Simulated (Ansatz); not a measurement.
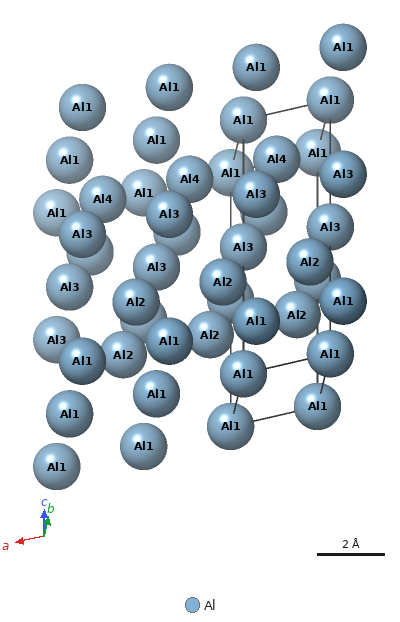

The input geometry of run A (spheres-only view of the cell of the calculation, repeated 3 × 2 × 1, seen at an oblique angle; atoms are numbered from 1 in the order of the input).

# Al: one change and its effect

System: Al (P6₃/mmc, 4 atoms in the cell).
Method of run A: DFT, r2SCAN, plane waves, PAW, no spin polarisation (Ansatz 0.2.0).

The structure derives from a Materials Project entry. Text and figures count atoms from 1; the logs count them from 0 in places.

## Input file, run A
```yaml
crystal:
  lattice:
    - [2.8221979706, 0.0, 0.0]
    - [-1.4110989853, 2.4440951371, 0.0]
    - [0.0, 0.0, 9.2620593335]
  atoms:
    - { symbol: Al, position: [0.0, 0.0, 0.0] }
    - { symbol: Al, position: [0.3333333333, 0.6666666667, 0.25] }
    - { symbol: Al, position: [0.0, 0.0, 0.5] }
    - { symbol: Al, position: [0.6666666667, 0.3333333333, 0.75] }
basis:
  ecutwfc: 500
  ecutrho_ratio: 4
kpoints:
  mp_grid: { grid: [12, 12, 4] }
hamiltonian:
  xc: r2scan
scf:
  occupations: { method: gaussian, width: 0.1 }
output:
  forces: true
  eigenvalues: true
  stress: true
```

Launched with:
```bash
ansatz run input.yaml --threads 1 --pin off --max-ram 2560MiB --backend cpu --events-out ev --progress --plain --runs-dir out
```

Hardware: 1 thread of Intel Xeon @ 2.50GHz (Skylake/Cascade Lake), 32 GiB of memory available, shared host.

## Output, shortened to warnings, some set-up lines, iterations and results (run A)
```
Basis set: ecut = 500 eV, 1605 PW (Γ), exchange–correlation on 96×96×288 points (64 copies of the dense FFT grid, shifted against one another)
Symmetry: 24 space group operations
k-points: 57 of 576
Initial density: superposition of atomic densities (neutral atoms: chi_scale 0, normalization atom), corrected by the library's trained network
[...]
SCF iter   1: F=—  HF=-2161.550175 eV  |F-HF|=—  |Δ(HF+E_count)|=         —  Δρ=3.48e-3  dr2=9.01e-3  dr2_τ=1.92e-2  ethr=1.77e-3  ⟨swp⟩=7.3  Hψ=4886  notcnv=0
SCF iter   2: F=—  HF=-2161.578092 eV  |F-HF|=—  |Δ(HF+E_count)|=   2.79e-2  Δρ=2.96e-3  dr2=6.47e-3  dr2_τ=1.64e-5  ethr=7.51e-5  ⟨swp⟩=2.1  Hψ=1581  notcnv=0  defer=20
SCF iter   3: F=—  HF=-2161.576762 eV  |F-HF|=—  |Δ(HF+E_count)|=   1.33e-3  Δρ=4.00e-4  dr2=8.18e-5  dr2_τ=4.65e-6  ethr=5.39e-5  ⟨swp⟩=1.0  Hψ=550  notcnv=0  defer=20
SCF iter   4: F=—  HF=-2161.576782 eV  |F-HF|=—  |Δ(HF+E_count)|=   2.00e-5  Δρ=1.73e-4  dr2=1.70e-5  dr2_τ=4.10e-7  ethr=6.81e-7  ⟨swp⟩=2.3  Hψ=842  notcnv=0  defer=20
SCF iter   5: F=—  HF=-2161.576793 eV  |F-HF|=—  |Δ(HF+E_count)|=   1.11e-5  Δρ=6.73e-5  dr2=1.21e-5  dr2_τ=3.53e-8  ethr=1.42e-7  ⟨swp⟩=2.0  Hψ=822  notcnv=0  defer=20
SCF iter   6: F=—  HF=-2161.576790 eV  |F-HF|=—  |Δ(HF+E_count)|=   3.62e-6  Δρ=1.39e-5  dr2=1.53e-7  dr2_τ=6.54e-10  ethr=1.01e-7  ⟨swp⟩=2.1  Hψ=799  notcnv=0  defer=20
SCF iter   7: F=-2161.576790 eV  HF=-2161.576790 eV  |F-HF|=8.76e-10  |Δ(HF+E_count)|=   4.09e-8  Δρ=2.68e-6  dr2=5.92e-9  dr2_τ=4.74e-11  ethr=8.33e-10  ⟨swp⟩=6.3  Hψ=2837  …
SCF 1 converged in 7 iterations: F = -2161.576790 eV  dr2 = 5.92e-9
SCF converged after 7 iterations
Free energy (F): -2161.576790 eV
Harris-Foulkes:  -2161.576790 eV  (|F-HF|=8.76e-10)
Internal energy: -2161.568725 eV  (E = F + TS)
E sigma→0 (E₀):  -2161.572757 eV
Entropy (-TS):   -0.008065 eV (-2.016 meV/atom)
Fermi energy:    8.314469 eV
--- Per-component energies (eV) ---
  E_band       = 42.132075
  E_kinetic    = 93.847820
  E_local      = 43.078281  (includes V_loc(G=0)·N_el)
  E_nonlocal   = 38.527369
  E_hartree    = 0.479728
  E_xc         = -147.565250
  E_vxc        = -125.574673  (∫ρ·V_xc dr)
  E_paw        = -1892.436105  (= ΣΔE_a)
  E_vpaw       = -13.630737  (= ΣTr[D̂ρ^β])
  E_aug_tail   = -0.000003  (compensation charges beyond the density's cutoff)
  E_vtau       = 4.924548  (kinetic-family band-sum trace: ∫τ·v_τ [+ j·A + Jᵃ·Aᵃ] dr)
  E_ewald      = -297.260134
  E_core_change = -0.240432  (= ΣΔE_core)
  E_smearing   = -0.008065  (= −TS)
  E_closure    = 0.000000  (closes the sum)
  Σ components = -2161.576790   (vs F -2161.576790, Δ=0.00e0)
--- Forces (eV/Å), atoms counted from 1 ---
  atom   1  Al     0.00000000     0.00000000    -0.00000000
  atom   2  Al    -0.00000000     0.00000000     0.00000000
  atom   3  Al     0.00000000     0.00000000     0.00000000
  atom   4  Al     0.00000000    -0.00000000     0.00000000
  max |Σ_I F_I| component: 3.08e-33 eV/Å
--- Stress (GPa, compression-positive) ---
        0.549358      -0.000000       0.000000
       -0.000000       0.549358       0.000000
        0.000000       0.000000      -1.208046
  P = ⅓ Tr σ = -0.0364 GPa (-0.364 kbar)
```

For run B the input was changed thus:
```diff
-  ecutrho_ratio: 4
```

Predict how the results change.

The energy doesn't change within 0.01 meV per atom. The number of SCF iterations is the same.

## Output, shortened to warnings, some set-up lines, iterations and results (run B)
```
Basis set: ecut = 500 eV, 1605 PW (Γ), exchange–correlation on 96×96×288 points (64 copies of the dense FFT grid, shifted against one another)
Symmetry: 24 space group operations
k-points: 57 of 576
Initial density: superposition of atomic densities (neutral atoms: chi_scale 0, normalization atom), corrected by the library's trained network
[...]
SCF iter   1: F=—  HF=-2161.550175 eV  |F-HF|=—  |Δ(HF+E_count)|=         —  Δρ=3.48e-3  dr2=9.01e-3  dr2_τ=1.92e-2  ethr=1.77e-3  ⟨swp⟩=7.3  Hψ=4886  notcnv=0
SCF iter   2: F=—  HF=-2161.578092 eV  |F-HF|=—  |Δ(HF+E_count)|=   2.79e-2  Δρ=2.96e-3  dr2=6.47e-3  dr2_τ=1.64e-5  ethr=7.51e-5  ⟨swp⟩=2.1  Hψ=1581  notcnv=0  defer=20
SCF iter   3: F=—  HF=-2161.576762 eV  |F-HF|=—  |Δ(HF+E_count)|=   1.33e-3  Δρ=4.00e-4  dr2=8.18e-5  dr2_τ=4.65e-6  ethr=5.39e-5  ⟨swp⟩=1.0  Hψ=550  notcnv=0  defer=20
SCF iter   4: F=—  HF=-2161.576782 eV  |F-HF|=—  |Δ(HF+E_count)|=   2.00e-5  Δρ=1.73e-4  dr2=1.70e-5  dr2_τ=4.10e-7  ethr=6.81e-7  ⟨swp⟩=2.3  Hψ=842  notcnv=0  defer=20
SCF iter   5: F=—  HF=-2161.576793 eV  |F-HF|=—  |Δ(HF+E_count)|=   1.11e-5  Δρ=6.73e-5  dr2=1.21e-5  dr2_τ=3.53e-8  ethr=1.42e-7  ⟨swp⟩=2.0  Hψ=822  notcnv=0  defer=20
SCF iter   6: F=—  HF=-2161.576790 eV  |F-HF|=—  |Δ(HF+E_count)|=   3.62e-6  Δρ=1.39e-5  dr2=1.53e-7  dr2_τ=6.54e-10  ethr=1.01e-7  ⟨swp⟩=2.1  Hψ=799  notcnv=0  defer=20
SCF iter   7: F=-2161.576790 eV  HF=-2161.576790 eV  |F-HF|=8.76e-10  |Δ(HF+E_count)|=   4.09e-8  Δρ=2.68e-6  dr2=5.92e-9  dr2_τ=4.74e-11  ethr=8.33e-10  ⟨swp⟩=6.3  Hψ=2837  …
SCF 1 converged in 7 iterations: F = -2161.576790 eV  dr2 = 5.92e-9
SCF converged after 7 iterations
Free energy (F): -2161.576790 eV
Harris-Foulkes:  -2161.576790 eV  (|F-HF|=8.76e-10)
Internal energy: -2161.568725 eV  (E = F + TS)
E sigma→0 (E₀):  -2161.572757 eV
Entropy (-TS):   -0.008065 eV (-2.016 meV/atom)
Fermi energy:    8.314469 eV
--- Per-component energies (eV) ---
  E_band       = 42.132075
  E_kinetic    = 93.847820
  E_local      = 43.078281  (includes V_loc(G=0)·N_el)
  E_nonlocal   = 38.527369
  E_hartree    = 0.479728
  E_xc         = -147.565250
  E_vxc        = -125.574673  (∫ρ·V_xc dr)
  E_paw        = -1892.436105  (= ΣΔE_a)
  E_vpaw       = -13.630737  (= ΣTr[D̂ρ^β])
  E_aug_tail   = -0.000003  (compensation charges beyond the density's cutoff)
  E_vtau       = 4.924548  (kinetic-family band-sum trace: ∫τ·v_τ [+ j·A + Jᵃ·Aᵃ] dr)
  E_ewald      = -297.260134
  E_core_change = -0.240432  (= ΣΔE_core)
  E_smearing   = -0.008065  (= −TS)
  E_closure    = 0.000000  (closes the sum)
  Σ components = -2161.576790   (vs F -2161.576790, Δ=0.00e0)
--- Forces (eV/Å), atoms counted from 1 ---
  atom   1  Al     0.00000000     0.00000000    -0.00000000
  atom   2  Al    -0.00000000     0.00000000     0.00000000
  atom   3  Al     0.00000000     0.00000000     0.00000000
  atom   4  Al     0.00000000    -0.00000000     0.00000000
  max |Σ_I F_I| component: 3.08e-33 eV/Å
--- Stress (GPa, compression-positive) ---
        0.549358      -0.000000       0.000000
       -0.000000       0.549358       0.000000
        0.000000       0.000000      -1.208046
  P = ⅓ Tr σ = -0.0364 GPa (-0.364 kbar)
```

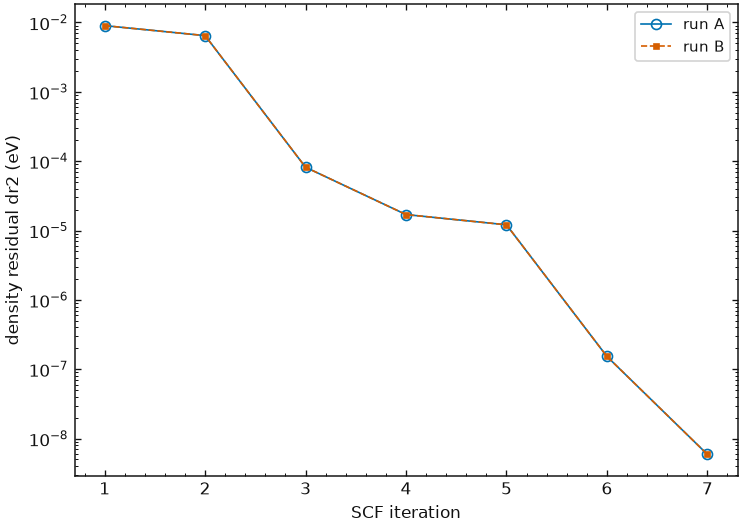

Convergence of the two runs: density residual dr2 against the SCF iteration. Run A takes 7 iterations in all, and run B takes 7.

## The two runs side by side

| quantity | run A | run B |
| --- | --- | --- |
| outcome | converged | converged |
| free energy per atom (eV) | −540.3942 | −540.3942 |
| energy per atom, smearing taken to zero (eV) | −540.3932 | −540.3932 |
| gap on the mesh (eV) | 0.00 | 0.00 |
| pressure (GPa) | −0.04 | −0.04 |
| largest force (eV/Å) | 0.000 | 0.000 |
| SCF iterations | 7 | 7 |
| irreducible k-points | 57 | 57 |
| plane waves at Γ | 1605 | 1605 |
| wall time (shared host) | 5.5 s | 5.8 s |
